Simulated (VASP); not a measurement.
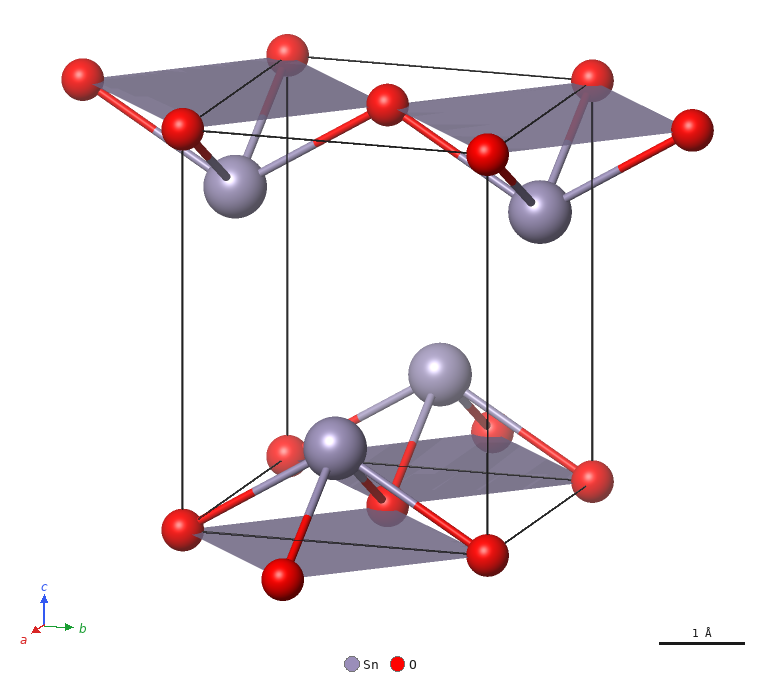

SnO, space group P4/nmm (No. 129), a = 3.814 Å, b = 3.814 Å, c = 4.887 Å, α = 90.00°, β = 90.00°, γ = 90.00°. The crystal in a polyhedral representation, seen slightly off an axis. The outline marks the conventional unit cell. A few atoms beyond the faces are included. This one geometry was run with four functionals. The cell is a structure listed in the Materials Project.

Alike in all runs: VASP 6.6.1; cutoff 520 eV; k mesh 8 × 8 × 6 on the run's cell of 4 atoms; occupations gaussian, width 0.02 eV; no spin polarisation; no spin-orbit coupling. LDA runs use LDA potentials, the others PBE ones.

| level | pressure (GPa) | gap (eV) |
| --- | --- | --- |
| PBE | 3.8 | 0.15 |
| PBEsol | ? | ? |
| r2SCAN | 0.1 | 0.29 |
| LDA | -3.0 | 0.19 |

**What does PBEsol give?**

Pressure -0.3 GPa; gap 0.12 eV. That is between LDA and r2SCAN in pressure.

**Order the levels by the equilibrium volume that these pressures point to, smallest first.**

LDA (-3.0 GPa), PBEsol (-0.3 GPa), r2SCAN (0.1 GPa), PBE (3.8 GPa). A higher pressure at one volume points to a larger equilibrium volume, as long as the bulk moduli are alike; rows a few tenths of a GPa apart can't be told apart.

Gaps are the least found on the k-mesh or band path.

Caveat: rows whose functional differs from that of their potentials carry a shift in pressure and volume, which can reorder them; gaps of a few tenths of an eV or less are fragile: at this level of theory the bands may already be inverted off the mesh, while measured gaps, where the compound is known, are often wider than semilocal functionals give.
